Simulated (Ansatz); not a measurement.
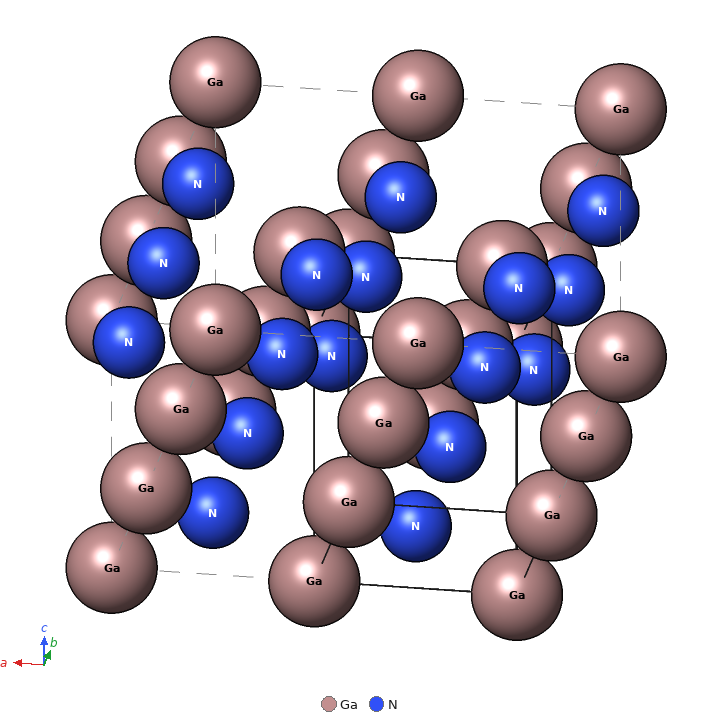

Spheres-only representation of a periodic structure, projected from a general direction. A block of 2×3×1 cells is shown, with one conventional unit cell in solid outline.

What can be read from this drawing?

- The solid is GaN.
- The structure has I-4m2 (No. 119) symmetry and a body-centred tetragonal lattice.
- The cell has 4 atoms, namely 2 Ga, 2 N.
- The neighbours of Ga are four N in a tetrahedral arrangement. N is linked to four Ga in a tetrahedral arrangement.

The starting point was a structure listed in the Materials Project. The cell was then strained or its atoms displaced on purpose. Ansatz was used for an electronic-structure calculation on it.

At this level of theory the cell isn't at rest (compressed, at 22 GPa), so its distances can differ from those at equilibrium, the more so the softer the solid.
